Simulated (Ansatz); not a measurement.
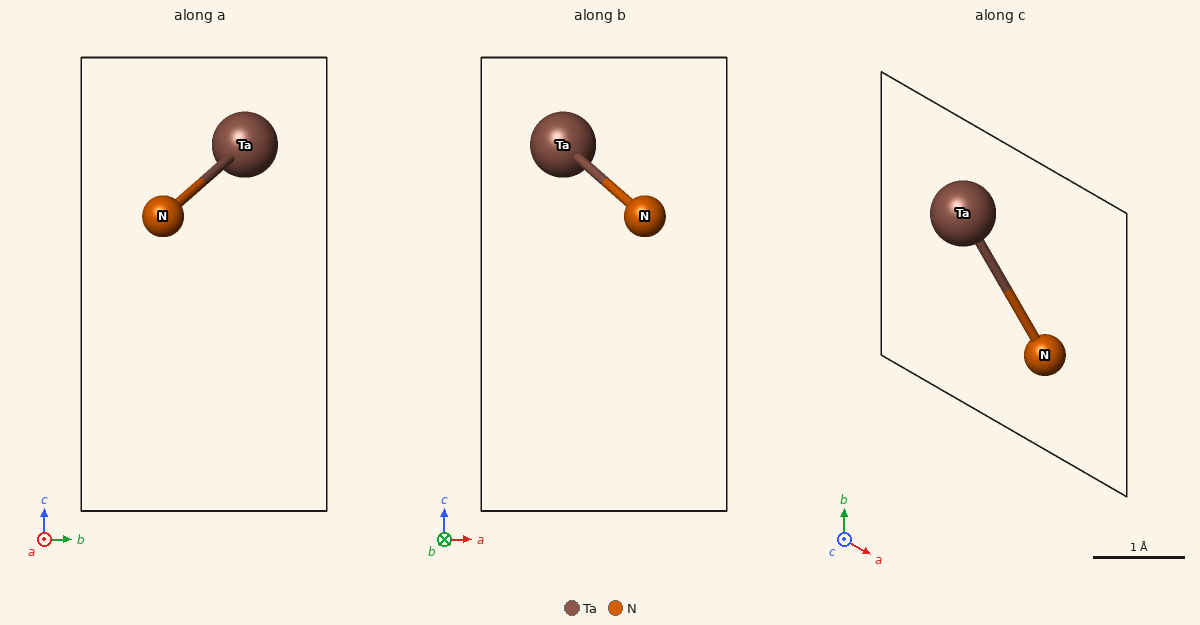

Crystal structure, ball-and-stick style, seen along the a axis, along the b axis and along the c axis. The edges of the conventional unit cell are marked.

Lattice parameters: a = 3.143 Å, b = 3.143 Å, c = 5.032 Å, α = 90.00°, β = 90.00°, γ = 120.00°. Put a along x and b in the xy plane.

Question: Convert the drawing into a POSCAR file, with free fractional coordinates to two decimals.

Answer:
```
Ta N
1.0
     3.143    0.000    0.000
    -1.572    2.722    0.000
     0.000    0.000    5.032
Ta N
1 1
Direct
  0.3333 0.6667 0.81
  0.6667 0.3333 0.65
```

Origin of the cell: a random cell made by a generator, so it need not be a real form of the compound. This is the structure after a relaxation with DFT PBE, scalar-relativistic, plane waves, PAW (Ansatz).
